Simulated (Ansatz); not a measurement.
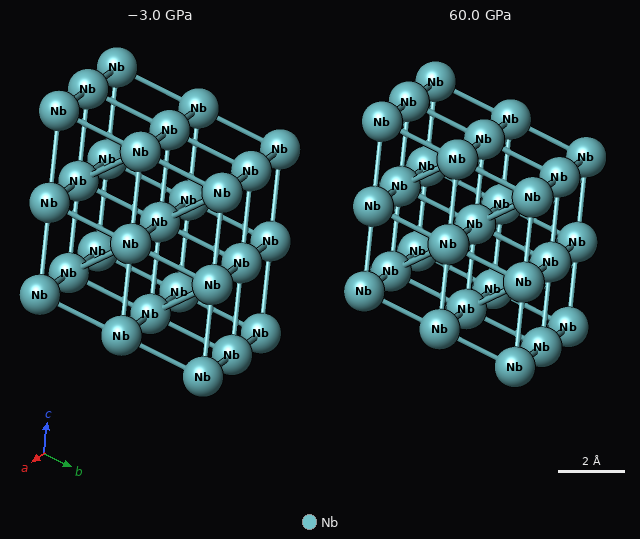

A crystal of Nb (set up in Im-3m), relaxed (cell and atoms) at several target pressures. The picture shows the first and the last member. The picture is a ball-and-stick view of the cell of the calculation, repeated 2 × 2 × 2 with one cell outlined, seen slightly off an axis.

Computed with Ansatz 0.2.0: DFT PBEsol, scalar-relativistic, plane waves, PAW. Settings: plane-wave cutoff 420 eV; k-point mesh 18 × 18 × 18 at −3.0 to 30.0, 20 × 20 × 20 at 60.0 GPa; occupations gaussian; smearing width 0.1 eV; no spin polarisation; cell and atoms relaxed; force threshold 0.008 eV/Å.

```json
{"pressure (GPa)": "−3.0", "volume (Å³/atom)": "17.833", "a (Å)": "2.851"}
{"pressure (GPa)": "0.0", "volume (Å³/atom)": "17.517", "a (Å)": "2.834"}
{"pressure (GPa)": "3.0", "volume (Å³/atom)": "17.246", "a (Å)": "2.819"}
{"pressure (GPa)": "8.0", "volume (Å³/atom)": "16.811", "a (Å)": "2.795"}
{"pressure (GPa)": "15.0", "volume (Å³/atom)": "?", "a (Å)": "?"}
{"pressure (GPa)": "30.0", "volume (Å³/atom)": "15.344", "a (Å)": "2.711"}
{"pressure (GPa)": "60.0", "volume (Å³/atom)": "14.032", "a (Å)": "2.632"}
```

> One row is withheld. What does the calculation give there?

Murnaghan's form V = V₀(1 + B′P/B₀)^(−1/B′), with V₀ = 17.517 Å³ from the row at zero pressure, fits the other rows with B₀ = 179 GPa and B′ = 3.51 (largest miss 0.012 Å³). At 15.0 GPa it gives 17.517 × (1 + 3.51 × 15.0/179)^(−1/3.51) = 16.276 Å³ per atom. The calculation gives 16.279 Å³/atom (a = 2.765 Å). The estimate is 0.003 Å³/atom too low. From the first member to the last: Nb–Nb 3.292 → 3.039 Å, Nb–Nb 2.851 → 2.632 Å.

The whole series:

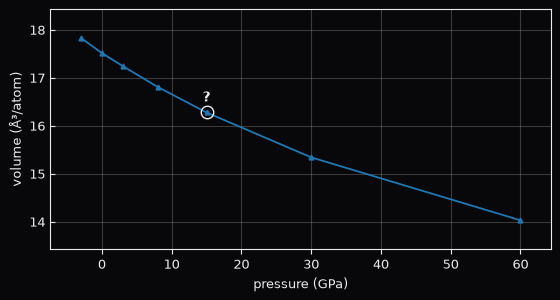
